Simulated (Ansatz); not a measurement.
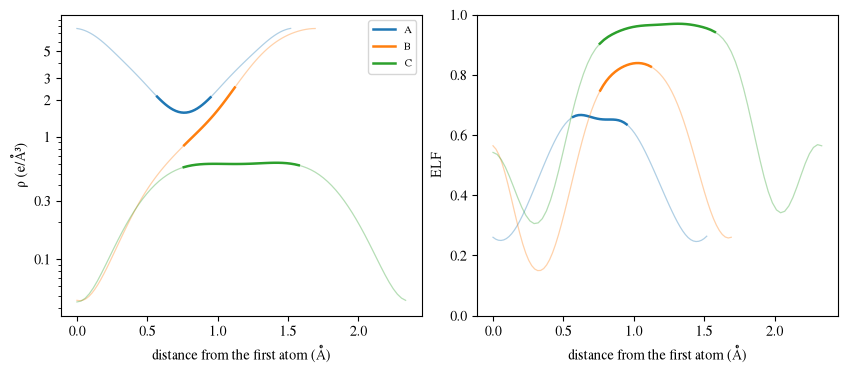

*Si3O (slab). Valence pseudo-density and ELF along straight lines between neighbouring atoms. Thin, pale parts lie inside the atomic spheres.*

The program warned that a starting moment wasn't kept; spin-polarised, but the moments vanished.

Computed with DFT PBEsol, scalar-relativistic, plane waves, PAW (Ansatz).

In a PAW calculation such maps are meaningful between the atoms, not at the nuclei.

```
Si O
1.0
     3.84172    0.00000    0.00000
     0.00000    3.84172    0.00000
     0.00000    0.00000   26.44126
Si O
6 2
Cartesian
  0.0000 1.9209 8.5001
  0.0000 0.0000 9.8584
  1.9209 0.0000 11.2164
  1.9040 1.9196 12.5673
  3.8281 1.9440 13.9187
  0.0534 0.0308 15.2555
  2.6588 0.2638 16.3946
  1.5460 3.2734 15.7825
```

Which curve belongs to which contact (O–O, Si–O and Si–Si)? The first atom named is at distance zero.

Answer. Curve A: O–O (1.52 Å): ρ at the midpoint is about 1.6 e/Å³; the ELF peaks at about 0.65 between the atoms. Curve B: Si–O (1.69 Å): ρ at the midpoint is about 1.1 e/Å³; the ELF peaks at about 0.85 between the atoms. Curve C: Si–Si (2.33 Å): ρ is about 0.6 e/Å³ halfway; the ELF peaks at about 1 between the atoms.
